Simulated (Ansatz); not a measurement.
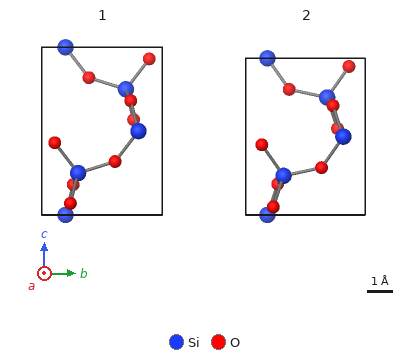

Two geometries of solid SiO$_{2}$ (set up in P4_32_12), drawn at one scale. One is the start of a relaxation, the other its converged end. A ball-and-stick model of the cell of the calculation, seen along the a axis.

Computed with Ansatz, DFT r2SCAN, scalar-relativistic, plane waves, PAW. (plane-wave cutoff 500 eV; k-point mesh 6 × 6 × 4; occupations gaussian; smearing width 0.02 eV; no spin polarisation; cell and atoms relaxed; force threshold 0.005 eV/Å; at most 80 steps)

**Which of the two is the end point?**

Structure 1 is the relaxed one. After 5 accepted moves (6 points after the start) the energy has fallen by 0.127 eV per cell of the calculation. Largest force component: 0.17 eV/Å at the start, 0.00084 eV/Å at the end. The pressure goes from −1.24 to 0.00 GPa. The SCF was repeated once at an unchanged geometry on a basis and grid sized afresh for the cell, which shifted the energy by 4.5 meV per cell of the calculation at most. The largest moves relative to the cell, 0.18 Å, are those of O atoms. By element the largest moves are O 0.18 Å, Si 0.11 Å. The volume changes by +9.2 %, with a = b 4.933 → 4.983 Å (+1.0 %), c 6.465 → 6.920 Å (+7.0 %). Among the contacts that change: O–Si 1.621 → 1.612 Å. Bond angles that change, for instance: Si–O–Si 137.7° → 145.2°, O–Si–O 109.5° → 111.6°. The space group stays P4_32_12 (No. 96). The run took 110 s on 2 threads of Intel(R) Xeon(R) CPU @ 2.60GHz (Ice Lake), on a shared host, peak memory 0.84 GiB.
